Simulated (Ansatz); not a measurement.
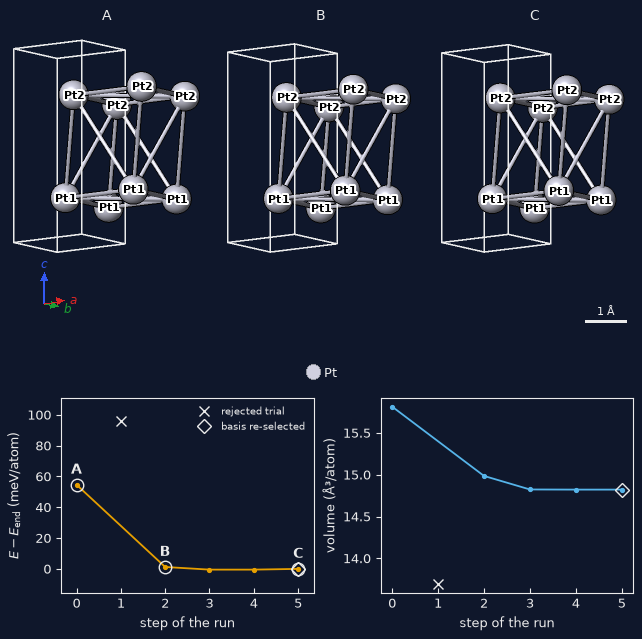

Frames of a relaxation of crystalline Pt (set up in P6_3/mmc), marked on the history of the run. A ball-and-stick model of the cell of the calculation, repeated 2 × 2 × 1 with one cell outlined, seen from a free direction.

The run lets cell and atoms move.

The calculation used Kohn-Sham DFT of a periodic cell, HSEsol, Ansatz PAW in Ansatz.

The input:
```yaml
crystal:
  lattice:
    - [2.7606656158, 0.0, 0.0]
    - [-1.3803328079, 2.3908065546, 0.0]
    - [0.0, 0.0, 4.792134]
  atoms:
    - { symbol: Pt, position: [0.3333333333, 0.6666666667, 0.25] }
    - { symbol: Pt, position: [0.6666666667, 0.3333333333, 0.75] }
hamiltonian:
  xc:
    exchange: hjs_pbesol
    correlation: pbesol
    exx: { coeff: 0.25, omega: 0.207 }
  pseudopotentials: { kind: paw }
kpoints:
  mp_grid: { grid: [6, 6, 3] }
scf:
  occupations: { method: fermi_dirac, width: 0.05 }
output:
  forces: true
  stress: true
  eigenvalues: true
relax:
  f_tol: 0.01
  max_steps: 40
  cell: { stress_tol: 0.05 }
```

### What happens along the run?

Over 3 accepted moves (5 points after the start) the energy falls by 54.6 meV per atom. All forces vanish by symmetry, so only the cell relaxes. Pressure: −16.51 GPa at the start and 0.02 GPa at the end. The line search rejected the trial step at point 1 of the run. The SCF was repeated once at an unchanged geometry on a basis and grid sized afresh for the cell, which shifted the energy by 0.5 meV per atom at most. The atoms keep their places relative to the cell (all moves are under 0.005 Å). The drawn cell changes as follows: a = b 2.761 → 2.702 Å (−2.1 %), c 4.792 → 4.689 Å (−2.2 %); the volume changes by −6.3 %. Some distances before and after: Pt1–Pt2 2.878 → 2.816 Å, Pt1–Pt1 2.761 → 2.702 Å. The space group stays P6_3/mmc (No. 194). At step 1 the optimiser overshot: the energy rose above the start, and later steps came back. The run took 39 s on 1 × NVIDIA H100 80GB HBM3 with 2 threads of AMD EPYC 7R13 Processor (Zen 3), on a shared host, peak memory 1.7 GiB. From step 0 to 2: volume −5.2 %, energy −53.4 meV per atom. From step 2 to 5: volume −1.1 %, energy −1.2 meV per atom.

| step | E − E(0), meV/atom | pressure, GPa | volume, Å³/atom | note |
| --- | --- | --- | --- | --- |
| 0 | 0.00 | -16.51 | 15.815 |  |
| 1 | 41.07 | 29.74 | 13.689 | rejected |
| 2 | -53.40 | -3.22 | 14.986 |  |
| 3 | -55.12 | -0.04 | 14.824 |  |
| 4 | -55.12 | 0.00 | 14.823 |  |
| 5 | -54.64 | 0.02 | 14.823 | same geometry, new basis |

Limits of the set-up: the k-point mesh is coarse for a cell with partly filled bands.
